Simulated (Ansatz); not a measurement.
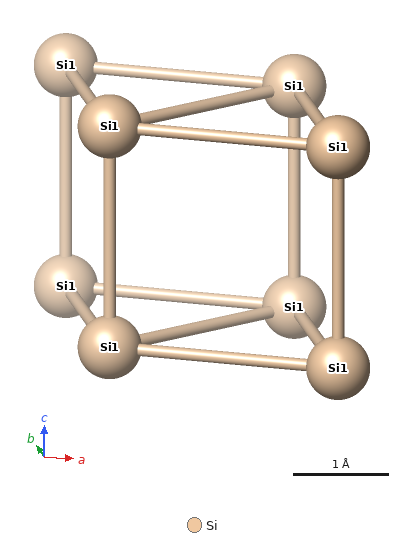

The structure (ball-and-stick view of the cell of the calculation, seen slightly off an axis; atoms are numbered from 1 in the order of the input).

**Single-point calculation, with input and output: Si**

The run: single-point calculation of Si (P6/mmm, 1 atom in the cell). Method and program: DFT, PBE, PAW with Ansatz's default frozen-core files, scalar-relativistic, no spin polarisation (Ansatz 0.2.0).

It belongs to a series of runs on one base structure; here: volume scaled by 0.9, PAW files. Figures and captions count atoms from 1; the log counts them from 0 in places.

## Input
```yaml
crystal:
  lattice:
    - [2.5521946945, 0.0, 0.0]
    - [-1.2760973473, 2.2102654408, 0.0]
    - [0.0, 0.0, 2.4041832769]
  atoms:
    - { symbol: Si, position: [0.0, 0.0, 0.0] }
kpoints:
  mp_grid: { grid: [16, 16, 15] }
scf:
  occupations: { method: fermi_dirac, width: 0.08 }
hamiltonian:
  xc: pbe
  pseudopotentials: { kind: paw }
output:
  forces: true
  stress: true
  eigenvalues: true
  populations: true
  write_density: true
  write_potential: true
  elf: true
  volumetric_format: npy
```

Command:
```bash
ansatz run input.yaml --threads 1 --pin off --max-ram 2048MiB --backend cpu --events-out ev --progress --plain --runs-dir out
```

## What the program printed
```
Engine: ansatz 0.2.0, x86_64-unknown-linux-gnu
Pseudopotentials: kind: paw
Pseudopotential: Si, paw, valence charge 4, recommended cutoff 420 eV (normal), Si.paw.azcp
Functional definition: PBE
  parameter kappa = 0.804
  parameter beta = 0.06672455060314922
  exchange = pbe_x(kappa = kappa, mu = beta*pi^2/3)
  correlation = pbe_c(beta = beta)
Crystal: 1 atoms, lattice volume = 13.562 Å³
Basis set: ecut = 420 eV, 255 PW (Γ), exchange–correlation on 36×36×36 points (8 copies of the dense FFT grid, shifted against one another)
Bands: 6, of which v1, the nominal top of the filled ones, is band 2 counted from 1 (1 counted from 0)
Symmetry: 24 space group operations
Space group: P6/mmm (ITA 191), of the structure as read, at distance tolerance 2.4e-5 Å
k-points: 240 of 3840
Non-local potential: Si, projectors of the file, l = 0: 2, l = 1: 2, l = 2: 2
PAW form: soft (Blöchl's): semilocal exchange-correlation on the pseudo side does not see the compensation charge
PAW one-centre angular grid: Si, 110 points (default); XC on 64 Gauss nodes
Initial density: superposition of atomic densities (neutral atoms: chi_scale 0, normalization atom), corrected by the library's trained network
Initial wavefunctions: pseudopotential atomic-orbital guess
Functional: x = pbe(κ = 0.804, μ = 0.2195149727645171), c = pbe(β = 0.06672455060314922)
SCF iter   1: F=—  HF=-635.445024 eV  |F-HF|=—  |Δ(HF+E_count)|=         —  Δρ=2.34e-3  dr2=5.91e-4  ethr=1.77e-3  ⟨swp⟩=5.2  Hψ=13551  notcnv=0
preconditioner: auto → none  [metal: Δε(μ)=0.044 eV  Ē_g=14.595 eV  σ=0.080 eV  W_gap=0.14  n_scr=0 (ndim 8)  ℏωp=20.2 eV  f_vac=0.000  D(μ)=0.35/eV (n_scr^D=0)]
SCF iter   2: F=—  HF=-635.444957 eV  |F-HF|=—  |Δ(HF+E_count)|=   6.69e-5  Δρ=8.85e-4  dr2=6.72e-5  ethr=1.48e-5  ⟨swp⟩=1.3  Hψ=3435  notcnv=0
SCF iter   3: F=—  HF=-635.444951 eV  |F-HF|=—  |Δ(HF+E_count)|=   6.53e-6  Δρ=1.48e-4  dr2=1.32e-6  ethr=1.68e-6  ⟨swp⟩=1.6  Hψ=1682  notcnv=0
iter 4 did not close the SCF: its close was put off for the readings that it lacked (scf_convergence_deferred on its scf_iter line)
SCF iter   4: F=-635.444952 eV  HF=-635.444952 eV  |F-HF|=1.63e-8  |Δ(HF+E_count)|=   1.14e-6  Δρ=1.61e-5  dr2=3.41e-8  ethr=3.30e-8  ⟨swp⟩=2.0  Hψ=1880  notcnv=0
iter 5 did not close the SCF: its close was put off for the readings that it lacked (scf_convergence_deferred on its scf_iter line)
SCF iter   5: F=-635.444952 eV  HF=-635.444952 eV  |F-HF|=8.40e-10  |Δ(HF+E_count)|=   1.23e-8  Δρ=4.25e-6  dr2=2.16e-9  ethr=8.52e-10  ⟨swp⟩=1.1  Hψ=1466  notcnv=0
SCF iter   6: F=-635.444952 eV  HF=-635.444952 eV  |F-HF|=2.27e-13  |Δ(HF+E_count)|=  6.49e-10  Δρ=1.63e-7  dr2=2.29e-12  ethr=5.39e-11  ⟨swp⟩=4.2  Hψ=5645  notcnv=0
SCF 1 converged in 6 iterations: F = -635.444952 eV  dr2 = 2.29e-12
  greatest PAW one-centre occupation: 0.653 electrons in one spin orbital (limit 2), on the Si atom at site 0 (counted from 0), in its partial waves of l = 0
SCF converged after 6 iterations
Free energy (F): -635.444952 eV
Harris-Foulkes:  -635.444952 eV  (|F-HF|=2.27e-13)
Internal energy: -635.437568 eV  (E = F + TS)
E sigma→0 (E₀):  -635.441260 eV
Entropy (-TS):   -0.007384 eV (-7.384 meV/atom)
Fermi energy:    11.345895 eV
--- Per-component energies (eV) ---
  E_band       = 21.820682
  E_kinetic    = 43.322735
  E_local      = 2.042821  (includes V_loc(G=0)·N_el)
  E_nonlocal   = 25.867018
  E_hartree    = 0.877661
  E_xc         = -56.767709
  E_vxc        = -48.863738  (∫ρ·V_xc dr)
  E_paw        = -512.600754  (= ΣΔE_a)
  E_vpaw       = -2.303482  (= ΣTr[D̂ρ^β])
  E_aug_tail   = 0.000006  (compensation charges beyond the density's cutoff)
  E_ewald      = -138.179345
  E_smearing   = -0.007384  (= −TS)
  E_closure    = 0.000000  (closes the sum)
  Σ components = -635.444952   (vs F -635.444952, Δ=0.00e0)
--- Forces (eV/Å), atoms counted from 1 ---
  atom   1  Si    -0.00000000     0.00000000     0.00000000
  max |Σ_I F_I| component: 5.14e-34 eV/Å
--- Stress (GPa, compression-positive) ---
       14.509728      -0.000000       0.000000
       -0.000000      14.509728       0.000000
        0.000000       0.000000      14.507169
  P = ⅓ Tr σ = 14.5089 GPa (145.089 kbar)
--- Band table (eV; the first three rows and the last of 240) ---
  k-point 0: bands = ["-3.5226", "18.8833", "19.8779", "22.6132", "22.6132", "23.9274"]
  k-point 1: bands = ["-3.4126", "16.7485", "21.9702", "22.6981", "22.6981", "24.0158"]
  k-point 2: bands = ["-3.0832", "14.2320", "22.9526", "22.9526", "24.2759", "24.2759"]
  k-point 239: bands = ["9.4764", "10.2088", "10.9400", "13.4968", "14.7354", "15.7456"]
--- Löwdin populations: 1 site ---
  site symbol       q [e]
     0     Si      3.9278
  spilling = 0.018054 (of n_electrons = 4.000000)
```

## File populations.tsv
```
# site	symbol	l	j	q
# orbitals = lowdin
# n_electrons = 4.000000
# spilling = 0.018054
0	Si	0_3S	-	1.259871
0	Si	1_3P	-	2.667913
```

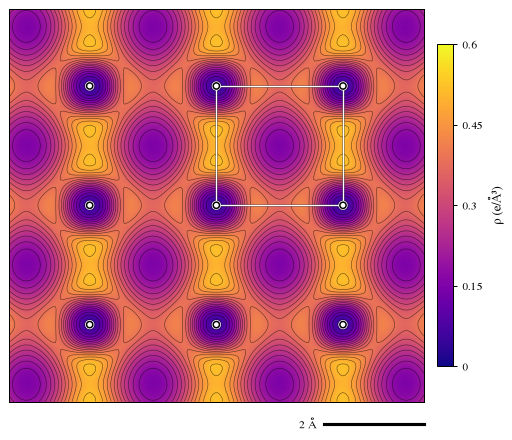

Valence pseudo-density on the (100) plane of the conventional cell. Circles mark the nuclei in the plane (Si). The section cuts through Si sites. Si–Si (2.40 Å): the density is about 0.5 e/Å³ at the midpoint, a local maximum along the line. Si–Si (2.55 Å): ρ at the midpoint is about 0.37 e/Å³, a local maximum along the line. Away from the nuclei the density in this plane falls to 0.15 e/Å³ at its lowest. In a PAW calculation such maps are meaningful between the atoms, not at the nuclei.

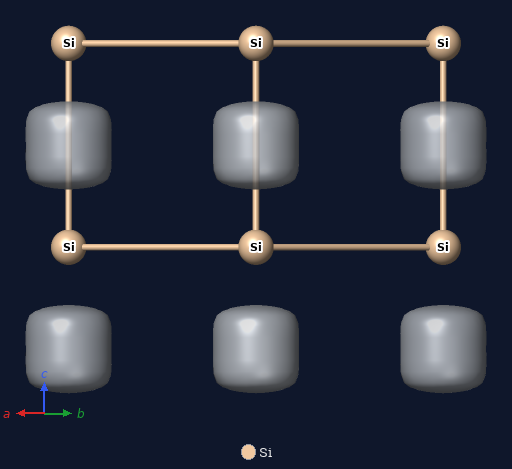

Isosurface of the ELF at 0.75 (grey), seen along [110]. Core shells and regions of very low density are left out. Sticks mark near contacts. The outline is the cell set on symmetry axes.

## Key numbers

- outcome: converged
- space group (tolerance 0.01 Å): P6/mmm (191)
- electrons treated: 4
- free energy: −635.4450 eV
- Fermi energy: 11.346 eV
- pressure: 14.51 GPa
- largest force (length of the vector): under 0.001 eV/Å
- hardware: 1 thread of Intel Xeon (Granite Rapids), 32 GiB of memory available, shared host
- wall time: 1 s
- peak memory: 0.32 GiB

## Remarks

The cell is under a pressure of 14.5 GPa at this level, so it is not at its equilibrium volume.
